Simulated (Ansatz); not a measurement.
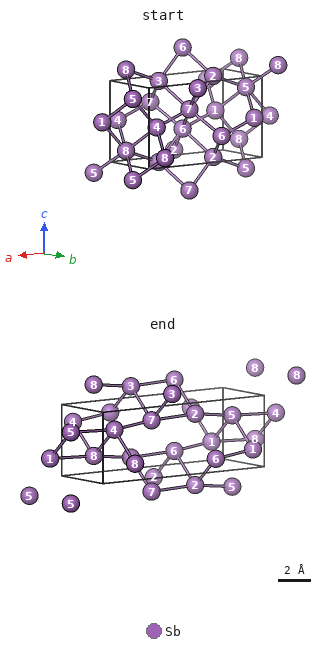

The structure of crystalline Sb (a generated structure, set up in Pnma) (coarse preliminary run) before (top) and after (bottom) a relaxation, at one scale.

Style: ball-and-stick. Shown: the cell of the calculation, from a free direction.

Computed with DFT PBE, scalar-relativistic, plane waves, PAW in Ansatz 0.2.0.

Input
```yaml
crystal:
  lattice:
    - [8.97596321, 0.0, 0.0]
    - [0.0, 4.15344769, 0.0]
    - [0.0, 0.0, 5.2145645]
  atoms:
    - { symbol: Sb, position: [0.15428299, 0.25, 0.53117698] }
    - { symbol: Sb, position: [0.34571701, 0.75, 0.03117698] }
    - { symbol: Sb, position: [0.65428299, 0.25, 0.96882302] }
    - { symbol: Sb, position: [0.84571701, 0.75, 0.46882302] }
    - { symbol: Sb, position: [0.05649999, 0.75, 0.84995002] }
    - { symbol: Sb, position: [0.44350001, 0.25, 0.34995002] }
    - { symbol: Sb, position: [0.55649999, 0.75, 0.65004998] }
    - { symbol: Sb, position: [0.94350001, 0.25, 0.15004998] }
basis:
  ecutwfc: 420
kpoints:
  mp_grid: { grid: [2, 4, 4] }
hamiltonian:
  xc: pbe
scf:
  occupations: { method: gaussian, width: 0.1 }
  lower_state_search: "off"
output:
  forces: true
  stress: true
  eigenvalues: true
relax:
  adjacent_minimum: "off"
  f_tol: 0.04
  max_steps: 70
  cell: { stress_tol: 0.4 }
```

Launched with:
```bash
ansatz run input.yaml --threads 1 --pin off --max-ram 2560MiB --backend cpu --events-out ev --progress --plain --runs-dir out
```

Q: Summarise the run.

A: After 28 accepted moves (34 points after the start) the energy has fallen by 6.008 eV per cell of the calculation. The largest force component goes from 1.1 to 0.0098 eV/Å. The pressure goes from 27.62 to −0.07 GPa. The line search rejected the trial steps at points 16, 21, 25 of the run. At 3 points the geometry stayed and the basis and grid were re-selected for the new cell (energy shift of 91.3 meV per cell of the calculation at most each time). The largest moves relative to the cell, 1.16 Å, are those of Sb5, Sb6, Sb7 and Sb8. Sb8 goes along [−2 0 3]. The volume changes by +33.1 %, with a 8.976 → 12.817 Å (+42.8 %), b 4.153 → 4.404 Å (+6.0 %), c 5.215 → 4.584 Å (−12.1 %). Some distances before and after: Sb5–Sb8 2.791 → 4.812 Å, Sb1–Sb8 2.744 → 3.463 Å, Sb1–Sb6 2.763 → 2.969 Å, Sb1–Sb5 2.801 → 2.934 Å. Bonds break: Sb5–Sb8 (2.79 → 4.81 Å), Sb6–Sb7 (2.79 → 4.81 Å). Among the angles between lasting bonds that change: Sb5–Sb2–Sb6 119.8° → 94.5°, Sb1–Sb6–Sb2 84.8° → 94.5°. The space group stays Pnma (No. 62).
